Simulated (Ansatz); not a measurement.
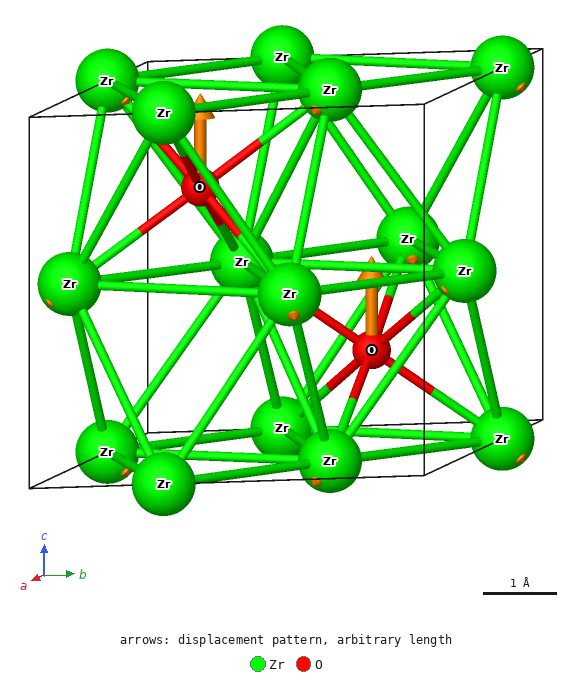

Lattice vibrations of solid Zr₃O, space group P6₃22 (No. 182), at the zone centre. The optical levels lie at 100 (×2), 156 (×2), 165 (×2), 170, 181 (×2), 182 (×2), 192, 202, 205, 264, 418 (×2), 438, 440, 444 (×2) cm⁻¹. One mode is drawn. The orange arrows are the displacements of the atoms (eigenvector over the root of the mass), of arbitrary overall length and sign. Style: ball-and-stick. Shown: the cell of the calculation, slightly off an axis.

Level of theory: Ansatz 0.2.0, DFT PBEsol, scalar-relativistic, plane waves, PAW. Settings: plane-wave cutoff 420 eV; k-point mesh 6 × 6 × 8; occupations fermi dirac; smearing width 0.15 eV; no spin polarisation.

The frequencies depend somewhat on the k-mesh and the smearing.

Q: To which level does it belong?

A: The level at 440 cm⁻¹. This is the A₂ mode, optical level 13 of 14, counted from below, infrared-active by symmetry. The kinetic energy is shared as O 89 %, Zr 11 %. The crystal is a metal, so free carriers screen the infrared response.
